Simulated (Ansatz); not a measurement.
The compound is KNbO3 (space group Pm-3m, No. 221), taken as the end point of a relaxation with DFT PBE, scalar-relativistic, plane waves, PAW in Ansatz 0.2.0.

```xyz
5
Lattice="4.0265 0.0000 0.0000 0.0000 4.0265 0.0000 0.0000 0.0000 4.0265" Properties=species:S:1:pos:R:3 pbc="T T T"
K     0.0000    0.0000    0.0000
Nb    2.0132    2.0132    2.0132
O     0.0000    2.0132    2.0132
O     2.0132    0.0000    2.0132
O     2.0132    2.0132    0.0000
```

Bonds are taken as Nb–O below 2.3 Å; K is left out of the net, as the electropositive filling of the structure. The graph is simplified in the usual way: terminal and isolated atoms are pruned, two-connected atoms become edges.

Derive the underlying net.

The result is a uninodal 6-connected, three-periodic net: Nb is a 6-connected node. O becomes part of the edges. It is the pcu net, known from NaCl, ReO3 and the B-X framework of perovskite. It is a single net, without interpenetration.

```json
{"node": "Nb", "links": "6", "point symbol": "4¹²·6³", "coordination sequence": "6 18 38 66 102"}
```

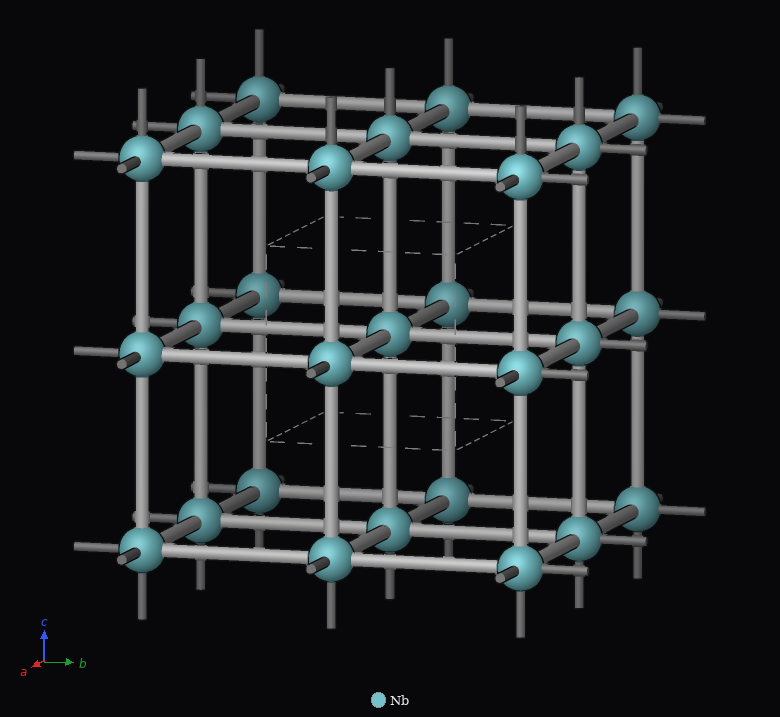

Nodes are coloured by element. Edges to nodes outside the piece are drawn as stubs.
